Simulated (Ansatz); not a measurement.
## From HSE06 to G0W0: NbInO4 (P2/c)

Aim: the quasiparticle gap of NbInO4 (P2/c), starting from HSE06.

Method: HSE06, then G0W0 on it, plane waves, PAW, in Ansatz 0.2.0.

**What was measured.**

- Gap 4.7 eV: direct gap from Elliott-Toyozawa fit; diffuse reflectance; 300 K; powder (“Accurate Determination of the Band-Gap Energy of the Rare-Earth Niobate Series”, 2024, arxiv:2401.13477).

In doubt: masses and optical values from hybrid runs of this build are listed as unsure (step 3), which bears on the screening that GW takes from such a start.

**1. Set-up**

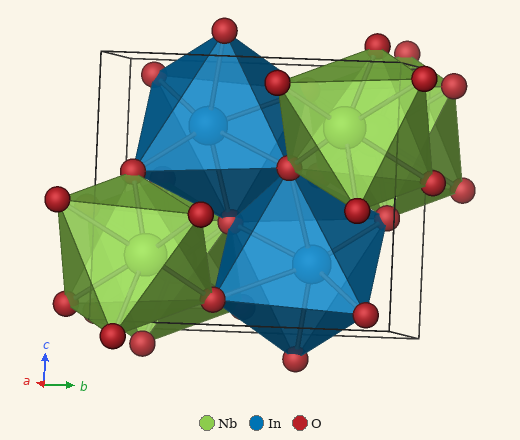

The cell as given, slightly off an axis (niobium green, indium blue, oxygen red). Some periodic images of atoms are drawn too.

The cell and positions come from the Crystallography Open Database and are kept as given unless a step says otherwise. The default PAW set here is soft_2. Its files were made with PBE.

**2. HSE06 levels on the mesh and at listed points**

HSE06 mixes in a quarter of exact exchange at short range.

This step: DFT, HSE06, plane waves, PAW.

input.yaml

```yaml
crystal:
  lattice:
    - [4.8355, 0.0, 0.0]
    - [0.0, 5.7709, 0.0]
    - [-0.1014445258, 0.0, 5.1429996119]
  atoms:
    - { symbol: Nb, position: [0.0, 0.1779, 0.25] }
    - { symbol: Nb, position: [0.0, 0.8221, 0.75] }
    - { symbol: In, position: [0.5, 0.6825, 0.25] }
    - { symbol: In, position: [0.5, 0.3175, 0.75] }
    - { symbol: O, position: [0.26, 0.618, 0.901] }
    - { symbol: O, position: [0.74, 0.618, 0.599] }
    - { symbol: O, position: [0.74, 0.382, 0.099] }
    - { symbol: O, position: [0.26, 0.382, 0.401] }
    - { symbol: O, position: [0.217, 0.898, 0.438] }
    - { symbol: O, position: [0.783, 0.898, 0.062] }
    - { symbol: O, position: [0.783, 0.102, 0.562] }
    - { symbol: O, position: [0.217, 0.102, 0.938] }
kpoints:
  mp_grid: { grid: [4, 4, 4] }
  band_path:
    path:
      - [0.0, 0.0, 0.0]
      - [0.0, 0.5, 0.0]
      - [0.0, 0.5, 0.5]
      - [0.0, 0.0, 0.5]
      - [-0.5, 0.0, 0.5]
      - [-0.5, 0.5, 0.5]
      - [-0.5, 0.5, 0.0]
      - [-0.5, 0.0, 0.0]
      - [0.3333333333, 0.0, -0.25]
      - [0.1666666667, 0.0, -0.5]
    npoints: 1
hamiltonian:
  xc: hse06
scf:
  occupations: { method: fixed }
  n_extra_bands: 8
output:
  eigenvalues: true
```

Run with:

```sh
$ ansatz run input.yaml --threads 24 --pin off --max-ram 82944MiB --backend cuda --events-out ev --progress --plain --runs-dir out --devices 1 --max-vram 78GiB
```

Numbers of over 12 decimals in the logs are rounded to 6 here.

Output:

```text
scf.n_extra_bands = 8 over 50 filled bands (N_el = 100.0): the run solves 58 bands
GPUs: using 1 of 1 available (devices: 1).
Engine: ansatz 0.2.0, aarch64-unknown-linux-gnu
Pseudopotentials: kind: paw
Pseudopotential: Nb, paw, valence charge 13, recommended cutoff 420 eV (normal), Nb.paw.azcp
Pseudopotential: In, paw, valence charge 13, recommended cutoff 420 eV (normal), In.paw.azcp
Pseudopotential: O, paw, valence charge 6, recommended cutoff 420 eV (normal), O.paw.azcp
Functional definition: HSE06
  parameter a = 0.25
  parameter omega = 0.11/bohr
  exchange = pbe_x - a*pbe_x_sr(omega) + a*exact_x_sr(omega)
  correlation = pbe_c
davidson cushion auto → on  (no smearing: the cushion is to keep the highest requested band from converging to the state above it; pin scf.eigensolver.cushion to override)
[...]
Crystal: 12 atoms, lattice volume = 143.516 Å³
Basis set: ecut = 420 eV, 2809 PW (Γ)
Bands: 58, of which v1, the nominal top of the filled ones, is band 50 counted from 1 (49 counted from 0)
Symmetry: 4 space group operations
Space group: P2/c (ITA 13), of the structure as read, at distance tolerance 5.2e-5 Å
k-points: 30 of 64
Non-local potential: Nb, projectors of the file, l = 0: 3, l = 1: 2, l = 2: 2, l = 3: 1
Non-local potential: In, projectors of the file, l = 0: 2, l = 1: 2, l = 2: 2, l = 3: 2
Non-local potential: O, projectors of the file, l = 0: 2, l = 1: 2, l = 2: 1
PAW form: soft (Blöchl's): semilocal exchange-correlation on the pseudo side does not see the compensation charge
PAW frozen core: Nb, regenerated for the run's functional, and the local potential with it (the file was generated under x = pbe(κ = 0.804, μ = 0.219515), c = pbe(β = 0.066725))
PAW frozen core: In, regenerated for the run's functional, and the local potential with it (the file was generated under x = pbe(κ = 0.804, μ = 0.219515), c = pbe(β = 0.066725))
PAW frozen core: O, regenerated for the run's functional, and the local potential with it (the file was generated under x = pbe(κ = 0.804, μ = 0.219515), c = pbe(β = 0.066725))
PAW one-centre angular grid: Nb, 590 points (default); XC on 64 Gauss nodes
PAW one-centre angular grid: In, 590 points (default); XC on 64 Gauss nodes
PAW one-centre angular grid: O, 110 points (default); XC on 96 Gauss nodes
Initial density: superposition of atomic densities (neutral atoms: chi_scale 0, normalization atom), corrected by the library's trained network
Initial wavefunctions: pseudopotential atomic-orbital guess
[...]
Functional: x = pbe(κ = 0.804, μ = 0.219515), c = pbe(β = 0.066725), warm-up for x = pbe(κ = 0.804, μ = 0.219515) + 0.25 (exact − pbe) at short range (hse, ω = 0.207870 Å⁻¹), c = pbe(β = 0.066725); HSE06 as pw.x's `hse` composes it (authors' and Libxc's form: `xc: wpbeh`)
SCF iter   1: F=—  HF=-24846.581962 eV  |F-HF|=—  |Δ(HF+E_count)|=         —  Δρ=2.43e-3  dr2=2.91e-3  ethr=1.77e-3  ⟨swp⟩=5.5  Hψ=8175  notcnv=0
preconditioner: auto → none  [insulator: Δε(μ)=3.359 eV  Ē_g=14.995 eV  n_scr=38 (ndim 8)  ℏωp=30.4 eV  f_vac=0.027]
SCF iter   2: F=—  HF=-24846.590606 eV  |F-HF|=—  |Δ(HF+E_count)|=   8.64e-3  Δρ=1.73e-3  dr2=3.39e-3  ethr=2.91e-6  ⟨swp⟩=6.1  Hψ=7434  notcnv=0  defer=14
SCF iter   3: F=-24846.590293 eV  HF=-24846.590651 eV  |F-HF|=3.57e-4  |Δ(HF+E_count)|=   4.46e-5  Δρ=9.04e-4  dr2=9.79e-4  ethr=2.91e-6  ⟨swp⟩=3.4  Hψ=4614  notcnv=0
SCF 1 stopped early in 3 iterations: F = -24846.590293 eV  dr2 = 9.79e-4
  greatest PAW one-centre occupation: 0.999 electrons in one spin orbital (limit 2), on the Nb atom at site 1 (counted from 0), in its partial waves of l = 0
[...]
Exchange kernel: α = 0.2500, screened, ω = 0.2079 Å⁻¹, Wigner–Seitz truncation, v(0) = 1045.6936 eV·Å³, q-mesh 4×4×4, nearest image of the exchange supercell L = 19.34 Å, pair-density grid 25×32×30, without the augmentation charges, whose exchange is taken in its separable form by FFT convolution over the k-point mesh (sized by the pseudopotential files, 36×40×36 at the most), smooth part of the exact exchange by density-matrix convolution in up to 6.59 GiB of GPU memory as planned if the GPU has room (build and FFT work areas not counted)
Frozen-core exchange: fock
SCF iter   1: F=—  HF=-24857.404669 eV  |F-HF|=—  |Δ(HF+E_count)|=         —  Δρ=1.71e-2  dr2=7.38e-1  ethr=9.79e-6  ⟨swp⟩=6.9  Hψ=8329  notcnv=0
preconditioner: auto → none  [insulator: Δε(μ)=5.226 eV  Ē_g=14.654 eV  n_scr=38 (ndim 8)  ℏωp=28.4 eV  f_vac=0.027]
SCF iter   2: F=—  HF=-24857.319347 eV  |F-HF|=—  |Δ(HF+E_count)|=   8.53e-2  Δρ=1.61e-2  dr2=5.10e-1  ethr=9.79e-6  ⟨swp⟩=6.0  Hψ=7638  notcnv=0
[...]
SCF iter   7: F=-24857.268169 eV  HF=-24857.268176 eV  |F-HF|=7.20e-6  |Δ(HF+E_count)|=   5.77e-5  Δρ=1.20e-4  dr2=1.98e-5  ethr=2.58e-7  ⟨swp⟩=2.7  Hψ=3870  notcnv=0
SCF 2 stopped early in 7 iterations: F = -24857.268169 eV  dr2 = 1.98e-5
  greatest PAW one-centre occupation: 1.000 electrons in one spin orbital (limit 2), on the Nb atom at site 1 (counted from 0), in its partial waves of l = 0
hybrid outer 1: dexx = +6.388e-2 eV, tail = 1.48e-4 eV
[...]
Exchange kernel: α = 0.2500, screened, ω = 0.2079 Å⁻¹, Wigner–Seitz truncation, v(0) = 1045.6936 eV·Å³, q-mesh 4×4×4, nearest image of the exchange supercell L = 19.34 Å, pair-density grid 25×32×30, without the augmentation charges, whose exchange is taken in its separable form by FFT convolution over the k-point mesh (sized by the pseudopotential files, 36×40×36 at the most), smooth part of the exact exchange by density-matrix convolution in up to 6.59 GiB of GPU memory as planned if the GPU has room (build and FFT work areas not counted)
Frozen-core exchange: fock
SCF iter   1: F=—  HF=-24857.266745 eV  |F-HF|=—  |Δ(HF+E_count)|=         —  Δρ=1.53e-4  dr2=3.19e-5  ethr=7.40e-7  ⟨swp⟩=5.2  Hψ=3988  notcnv=0
[...]
iter 2 solved again at ethr=2.74e-9 eV; its pass at ethr=3.00e-8 eV (dr2=2.74e-6 eV) is discarded
SCF iter   2: F=—  HF=-24857.266740 eV  |F-HF|=—  |Δ(HF+E_count)|=   4.69e-6  Δρ=5.13e-5  dr2=3.04e-6  ethr=2.74e-9  ⟨swp⟩=2.3  Hψ=8976  notcnv=0
SCF iter   3: F=—  HF=-24857.266741 eV  |F-HF|=—  |Δ(HF+E_count)|=   1.33e-6  Δρ=2.37e-5  dr2=6.11e-7  ethr=2.71e-9  ⟨swp⟩=5.6  Hψ=4193  notcnv=0  defer=45
SCF iter   4: F=-24857.266741 eV  HF=-24857.266741 eV  |F-HF|=4.34e-9  |Δ(HF+E_count)|=   9.52e-8  Δρ=8.49e-6  dr2=4.53e-8  ethr=5.24e-10  ⟨swp⟩=3.3  Hψ=4368  notcnv=0  defer=3
SCF 3 converged in 4 iterations: F = -24857.266741 eV  dr2 = 4.53e-8
hybrid outer 2: dexx = +2.037e-6 eV, tail = 1.24e-7 eV, Δε = 4.23e-3 eV (about 1.57e-4 eV left of the loop's levels)
the search or the solves at the SCF's close seem to have found levels that the self-consistency loop had missed (the run counts 1). By its estimate they hold under 1e-12 electrons; where the run keeps them, the occupations were computed again with them
[...]
NSCF: frozen V_eff on 10 k-points
hybrid SCF converged: 2 outer / 11 inner (+3 warm-up), last move |dexx| = 2.04e-6 eV, tail = 1.24e-7 eV
Stability not checked: this state was not tested for a lower state beside it, because the functional holds exact exchange (a hybrid, or Hartree-Fock), whose exchange loop this test does not read (fock_operator; see scf.lower_state_search)
Free energy (F): -24857.266741 eV
Frozen-core exchange: fock
Harris-Foulkes:  -24857.266741 eV  (|F-HF|=4.34e-9)
Internal energy: -24857.266741 eV  (E = F + TS)
E sigma→0 (E₀):  -24857.266741 eV
Fermi energy:    7.885016 eV
--- Per-component energies (eV) ---
  E_band       = -501.099943
  E_kinetic    = 2690.546569
  E_local      = -6451.299757  (includes V_loc(G=0)·N_el)
  E_nonlocal   = 1343.449010
  E_hartree    = 2308.760830
  E_xc         = -1093.945338
  E_vxc        = -1093.383664  (∫ρ·V_xc dr)
  E_exx        = -293.648156  (= α·E_x^exact, valence–valence)
  E_paw        = -15727.193273  (= ΣΔE_a)
  E_vpaw       = -1020.657344  (= ΣTr[D̂ρ^β])
  E_aug_tail   = 0.019499  (compensation charges beyond the density's cutoff)
  E_ewald      = -7633.930159
  E_core_change = -0.025965  (= ΣΔE_core)
  E_smearing   = -0.000000  (= −TS)
  E_closure    = 0.000000  (closes the sum)
  Σ components = -24857.266741   (vs F -24857.266741, Δ=0.00e0)
--- Band table (eV; the first three rows and the last of 30) ---
  k-point 0: bands = [... 46 lower, 7.3209, 7.4194, 7.6879, 7.7152, 12.9864, 13.4967, 13.6028, 13.6281, ... 4 higher]
  k-point 1: bands = [... 46 lower, 7.4400, 7.5029, 7.6962, 7.7485, 12.9285, 13.1373, 13.5145, 13.5435, ... 4 higher]
  k-point 2: bands = [... 46 lower, 7.4313, 7.4313, 7.6665, 7.6665, 12.8685, 12.8685, 13.5689, 13.5689, ... 4 higher]
  k-point 29: bands = [... 46 lower, 6.9957, 6.9957, 7.5309, 7.5309, 13.5087, 13.5087, 13.5562, 13.5562, ... 4 higher]
```

It took 12 s on 1 × NVIDIA GB200 (shared by 2 runs) with 24 threads of Arm Neoverse V2, shared host; peak memory 2 GiB.

The column dr2 measures how far the density is from self-consistency, as an energy; F and HF (Harris–Foulkes) agree once it is small.

Numbers from this step:

| Property | Result |
| --- | --- |
| gap | 4.840 eV |
| valence top at | k = (0.333, 0.000, -0.250) |
| conduction bottom at | k = (0.167, 0.000, -0.500) |
| least direct gap | 5.000 eV |
| exact-exchange fraction | 0.25 |

Over mesh and listed points the gap is 4.840 eV, from k = (0.333, 0.000, -0.250) to k = (0.167, 0.000, -0.500). The least direct gap found is 5.000 eV, at k = (0.000, 0.500, 0.000). On the 4×4×4 mesh alone the same run gives 4.898 eV, so that mesh misses an edge of HSE06: 4.898 − 4.840 = +0.058 eV.

**3. One-shot GW**

G0W0 replaces the xc potential by a self-energy built once from the orbitals of the start. Levels are corrected in the window of bands that the input names, at points of the mesh.

This step: G0W0 on HSE06, plane waves, PAW.

input.yaml, the sections that differ from step 2:

```yaml
kpoints:
  mp_grid: { grid: [4, 2, 4] }
scf:
  occupations: { method: fixed }
gw:
  n_empty_bands: 306
  ecut_chi: 96
  qp_bands: [v4, c4]
  qp_kpoints: band_edges
  screening: { model: contour_deformation }
# crystal, hamiltonian: as in step 2
# output: removed
```

Output:

```text
GPUs: using 1 of 1 available (devices: 1).
[...]
Crystal: 12 atoms, lattice volume = 143.516 Å³
Basis set: ecut = 420 eV, 2809 PW (Γ)
Bands: 62, of which v1, the nominal top of the filled ones, is band 50 counted from 1 (49 counted from 0)
Symmetry: 4 space group operations
[...]
k-points: 20 of 32
[...]
SCF iter   1: F=—  HF=-24846.571949 eV  |F-HF|=—  |Δ(HF+E_count)|=         —  Δρ=2.41e-3  dr2=2.81e-3  ethr=1.77e-3  ⟨swp⟩=5.9  Hψ=5806  notcnv=0
[...]
SCF iter   3: F=-24846.579349 eV  HF=-24846.579695 eV  |F-HF|=3.46e-4  |Δ(HF+E_count)|=   2.27e-4  Δρ=9.01e-4  dr2=9.47e-4  ethr=2.58e-6  ⟨swp⟩=3.3  Hψ=3252  notcnv=0
SCF 1 stopped early in 3 iterations: F = -24846.579349 eV  dr2 = 9.47e-4
[...]
Frozen-core exchange: fock
[...]
hybrid outer 1: dexx = +5.911e-2 eV, tail = 1.45e-4 eV
[...]
SCF 3 converged in 4 iterations: F = -24857.257625 eV  dr2 = 5.70e-8
[...]
12    54     13.8267   -13.5940    -4.7207   -19.1920  0.8040    14.7116    14.7039  root
    13    47      7.0691   -26.2799     4.3135   -22.2352  0.7820     7.3371     7.3378  root
    13    48      7.1245   -25.7997     4.2756   -21.7816  0.7812     7.3813     7.3820  root
    13    49      7.6166   -26.0020     4.4608   -21.8504  0.7775     7.9249     7.9259  root
    13    50      7.6183   -26.2558     4.3876   -22.1716  0.7802     7.9209     7.9218  root
    13    51     13.0013   -12.9708    -4.8208   -18.5652  0.8137    13.7804    13.7749  root
    13    52     13.1278   -12.5586    -4.5822   -17.8744  0.8204    13.8659    13.8614  root
    13    53     13.7942   -13.8536    -4.7257   -19.4516  0.8021    14.6743    14.6665  root
    13    54     13.8632   -13.9087    -4.7778   -19.5946  0.8019    14.7796    14.7713  root
    14    47      7.5275   -26.9464     4.1539   -23.1064  0.7893     7.8405     7.8414  root
    14    48      7.5794   -25.9153     4.5351   -21.6803  0.7757     7.8785     7.8794  root
    14    49      7.6103   -26.3517     4.3700   -22.2759  0.7810     7.9036     7.9045  root
    14    50      7.8075   -26.2707     4.5718   -22.0229  0.7774     8.1304     8.1315  root
    14    51     13.4067   -13.4761    -4.8793   -19.1998  0.8047    14.2583    14.2512  root
    14    52     13.4326   -13.2449    -4.6211   -18.7113  0.8078    14.2845    14.2778  root
    14    53     13.4528   -13.5532    -4.7740   -19.1766  0.8067    14.3091    14.3021  root
    14    54     13.9304   -13.7896    -4.8851   -19.5538  0.7993    14.8177    14.8094  root
    15    47      7.3324   -25.9313     4.4906   -21.7065  0.7764     7.5974     7.5982  root
    15    48      7.4176   -26.8483     4.1817   -22.9724  0.7888     7.7226     7.7234  root
    15    49      7.7038   -26.1450     4.5569   -21.9000  0.7767     8.0146     8.0157  root
    15    50      7.7940   -26.3638     4.4230   -22.2621  0.7802     8.1144     8.1154  root
    15    51     13.2280   -13.2710    -4.8580   -18.9461  0.8092    14.0514    14.0450  root
    15    52     13.4791   -12.9277    -4.7759   -18.4929  0.8088    14.2745    14.2685  root
    15    53     13.6662   -13.4877    -4.7682   -19.0986  0.8039    14.5160    14.5088  root
    15    54     13.7845   -13.8281    -4.5893   -19.3070  0.8045    14.6817    14.6741  root
    16    47      7.3419   -26.6365     4.3159   -22.6099  0.7840     7.6305     7.6313  root
    16    48      7.3419   -26.6365     4.3159   -22.6099  0.7840     7.6305     7.6313  root
    16    49      7.6843   -26.2202     4.4781   -22.0551  0.7785     7.9963     7.9973  root
    16    50      7.6843   -26.2202     4.4781   -22.0551  0.7785     7.9963     7.9973  root
    16    51     13.3396   -13.1407    -4.7237   -18.6657  0.8102    14.1470    14.1410  root
    16    52     13.3396   -13.1407    -4.7237   -18.6657  0.8102    14.1470    14.1410  root
    16    53     13.7661   -13.4987    -4.7292   -19.0579  0.8048    14.6031    14.5962  root
    16    54     13.7661   -13.4987    -4.7292   -19.0579  0.8048    14.6031    14.5962  root
    17    47      7.2064   -25.9860     4.2889   -21.9825  0.7806     7.4910     7.4918  root
    17    48      7.3288   -26.2998     4.3506   -22.2639  0.7834     7.6425     7.6434  root
    17    49      7.5068   -25.8648     4.4888   -21.6678  0.7760     7.7976     7.7986  root
    17    50      7.6317   -26.1997     4.6039   -21.9060  0.7762     7.9409     7.9419  root
    17    51     13.4192   -13.4680    -4.9721   -19.2649  0.8042    14.2509    14.2440  root
    17    52     13.5086   -13.2795    -4.5033   -18.5633  0.8194    14.2943    14.2892  root
    17    53     13.6272   -13.6688    -4.8161   -19.3471  0.8033    14.4970    14.4895  root
[...]
18    51     13.2963   -13.0912    -5.0013   -18.8954  0.8071    14.1057    14.0993  root
    18    52     13.3297   -12.7565    -4.6252   -18.1285  0.8194    14.0813    14.0765  root
    18    53     13.8072   -13.9522    -4.7055   -19.5256  0.8022    14.6828    14.6751  root
    18    54     13.8624   -14.0258    -4.6585   -19.5958  0.8031    14.7820    14.7738  root
    19    47      6.9976   -26.1163     4.4171   -21.9626  0.7810     7.2603     7.2610  root
    19    48      6.9976   -26.1163     4.4171   -21.9626  0.7810     7.2603     7.2610  root
    19    49      7.5325   -26.0429     4.4773   -21.8568  0.7779     7.8228     7.8237  root
    19    50      7.5325   -26.0429     4.4773   -21.8568  0.7779     7.8228     7.8237  root
    19    51     13.5096   -13.0075    -4.7147   -18.5038  0.8131    14.2968    14.2912  root
    19    52     13.5096   -13.0075    -4.7147   -18.5038  0.8131    14.2968    14.2912  root
    19    53     13.5566   -13.4771    -4.8064   -19.1099  0.8053    14.3897    14.3829  root
    19    54     13.5566   -13.4771    -4.8064   -19.1099  0.8053    14.3897    14.3829  root
```

Elapsed: 31 s, on 1 × NVIDIA GB200 (shared by 2 runs) with 24 threads; peak memory 2.6 GiB; 94 s of CPU time.

This step gave:

```yaml
bands_summed: 356
rpa_eps_infinity_on_this_mesh_eigenvalues: 3.902, 3.972, 4.173
plane_waves_in_the_screening_matrix: 295
q_points_in_the_mesh: 32
g0w0_gap_over_the_corrected_points: 5.311 eV
k_of_the_valence_top: 0.25, 0, -0.25
k_of_the_conduction_bottom: 0.25, 0, -0.5
starting_gap_on_the_mesh: 4.899 eV
z_at_the_valence_top: 0.7809
z_at_the_conduction_bottom: 0.8215
least_direct_g0w0_gap_over_the_corrected_points: 5.417 eV
```

Over all 20 irreducible mesh points the G0W0 gap is 5.311 eV, from k = (0.250, 0.000, -0.250) to k = (0.250, 0.000, -0.500). The HSE06 gap of this run on the mesh is 4.899 eV. The two states that bound the G0W0 gap lie that far apart at the start, so the correction of the gap is 5.311 − 4.899 = +0.412 eV. The start of this run differs from the step before in mesh (4×4×4 and 4×2×4).

(Continued in part 2 of 2.)

[Paths, hosts, dates, memory and timing lines, banners, echoed tables and standing remarks are left out of the program output.]

[Logs are printed without paths, hosts, clocks, repeated set-up lines and the standing remarks that a program may print on its own settings, such as how far it seeks lower states.]

[Runs of the session that timed out or met a known fault of the program may be left out.]

[Cells called generated may have been cut or substituted from an entry of the Crystallography Open Database or the Materials Project.]

[Hosts, paths, dates, database ids (printed as entryN), source tags and the programs' standing remarks are cut or masked in the printed files.]

[Where an RPA ε∞ is given, it is that of the G0W0 mesh and is not shown converged in it. Names of k-points follow the symmetry that the program found, which can be lower than the space group named. Band edges on a path are those of the sampled points; other points can move an edge, and change direct to indirect where valleys lie close.]

[Hybrid gaps are those of their k-mesh and are not shown converged in it.]
